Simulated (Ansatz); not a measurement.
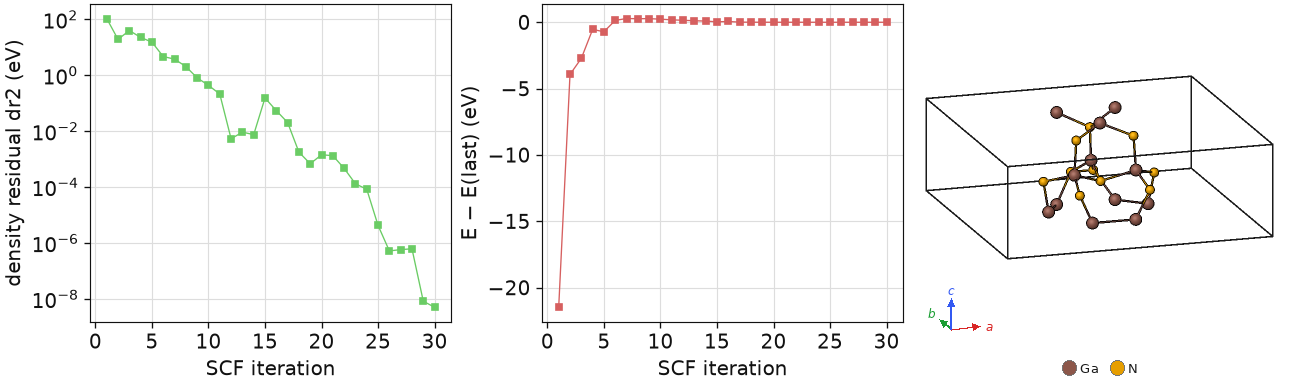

Beside the plot: the structure.

The plot shows the SCF iterations of a calculation: density residual dr2, Harris–Foulkes energy less its last value. dr2 is the charge part; the magnetisation has a residual of its own.

GaN (20 atoms in the cell), run with Ansatz.

```
crystal:
  lattice:
    - [15.4, 0.0, 0.0]
    - [0.0, 14.9, 0.0]
    - [0.0, 0.0, 5.2879515092]
  atoms:
    - { symbol: Ga, position: [0.4183539859, 0.3195597268, 1.0499705619], spin: 0.3 }
    - { symbol: Ga, position: [0.3124511097, 0.5141539158, 1.0508879635], spin: 0.3 }
    - { symbol: Ga, position: [0.5816460141, 0.3195597268, 1.0499705619], spin: 0.3 }
    - { symbol: Ga, position: [0.5, 0.4943247065, 0.9868369761], spin: 0.3 }
    - { symbol: Ga, position: [0.3897832981, 0.6677432376, 1.0004227803], spin: 0.3 }
    - { symbol: Ga, position: [0.6875488903, 0.5141539158, 1.0508879635], spin: 0.3 }
    - { symbol: Ga, position: [0.6102167019, 0.6677432376, 1.0004227803], spin: 0.3 }
    - { symbol: Ga, position: [0.3839392858, 0.4296319663, 0.4963064866], spin: 0.3 }
    - { symbol: Ga, position: [0.6160607142, 0.4296319663, 0.4963064866], spin: 0.3 }
    - { symbol: Ga, position: [0.5, 0.6039647497, 0.5009177696], spin: 0.3 }
    - { symbol: "N", position: [0.3678436094, 0.310167611, 0.3660033478], spin: 0.3 }
    - { symbol: "N", position: [0.2911752195, 0.5082750962, 0.3895690792], spin: 0.3 }
    - { symbol: "N", position: [0.6321563906, 0.310167611, 0.3660033478], spin: 0.3 }
    - { symbol: "N", position: [0.5, 0.4873972364, 0.3625407949], spin: 0.3 }
    - { symbol: "N", position: [0.4577603114, 0.7144818115, 0.3038329109], spin: 0.3 }
    - { symbol: "N", position: [0.7088247805, 0.5082750962, 0.3895690792], spin: 0.3 }
    - { symbol: "N", position: [0.5422396886, 0.7144818115, 0.3038329109], spin: 0.3 }
    - { symbol: "N", position: [0.3920773895, 0.4337217895, 0.8674599462], spin: 0.3 }
    - { symbol: "N", position: [0.6079226105, 0.4337217895, 0.8674599462], spin: 0.3 }
    - { symbol: "N", position: [0.5, 0.618842998, 0.8507983067], spin: 0.3 }
kpoints:
  mp_grid: { grid: [1, 1, 6] }
hamiltonian:
  xc: pbe
scf:
  occupations: { method: tetrahedron_uncorrected }
  lower_state_search: "off"
output:
  forces: true
  eigenvalues: true
  stress: true
magnetization:
  spin_polarized: true
```

Command:
```bash
ansatz run input.yaml --threads 4 --pin off --max-ram 11264MiB --backend cpu --events-out ev --progress --plain --runs-dir out
```

Did the calculation converge?

The run converged; it took 30 iterations. The residual falls unevenly and jumps up by a factor of two or more 3 times on the way down, most sharply at step 15 (by a factor of about 20). The program keeps the magnetisation out of the quasi-Newton mixer until iteration 13 and then restarts the mixer with it. The program put off closing at iteration 29, as the moment had not settled.

What is the residual at the start and at the end?

It starts near 100 and ends near 5 × 10⁻⁹ eV.
